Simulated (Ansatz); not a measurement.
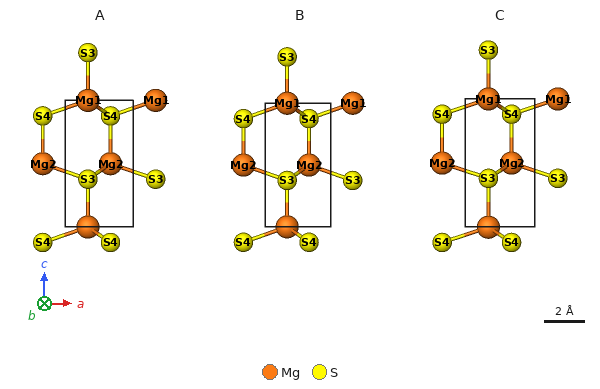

3 geometries from one relaxation of a crystal of MgS (built on the wurtzite type), in shuffled order. Style: ball-and-stick. Shown: the cell of the calculation, along the b axis.

The calculation used Ansatz, DFT, PBE, plane waves, PAW. Set-up: plane-wave cutoff 420 eV; k-point mesh 12 × 12 × 4; occupations fermi dirac; smearing width 0.02 eV; no spin polarisation; cell and atoms relaxed; force threshold 0.005 eV/Å.

Q: Order the frames from highest to lowest energy.

A: B, A, C. They are steps 0, 1, 5, at +102 meV per atom, +15.6 meV per atom relative to the last. The largest moves relative to the cell, 0.019 Å, are those of Mg1, Mg2, S3 and S4. S4 goes along +c. By element the largest moves are S 0.019 Å, Mg 0.019 Å. Cell: a = b 3.831 → 4.054 Å (+5.8 %), c 6.255 → 6.491 Å (+3.8 %). Volume +16.2 %. Among the contacts that change: Mg1–S3 2.346 → 2.472 Å, Mg1–S4 2.346 → 2.465 Å. The space group stays P6_3mc (No. 186). Over 4 accepted moves (5 points after the start) the energy falls by 102 meV per atom. The largest force component goes from 0.068 to under 0.0001 eV/Å. The pressure goes from 11.34 to 0.02 GPa. At 1 point the geometry stayed and the basis and grid were re-selected for the new cell (energy shift of 0.2 meV per atom at most each time). The run took 21 s on 2 threads of Arm Neoverse V1, with other jobs on the host, peak memory 0.38 GiB.
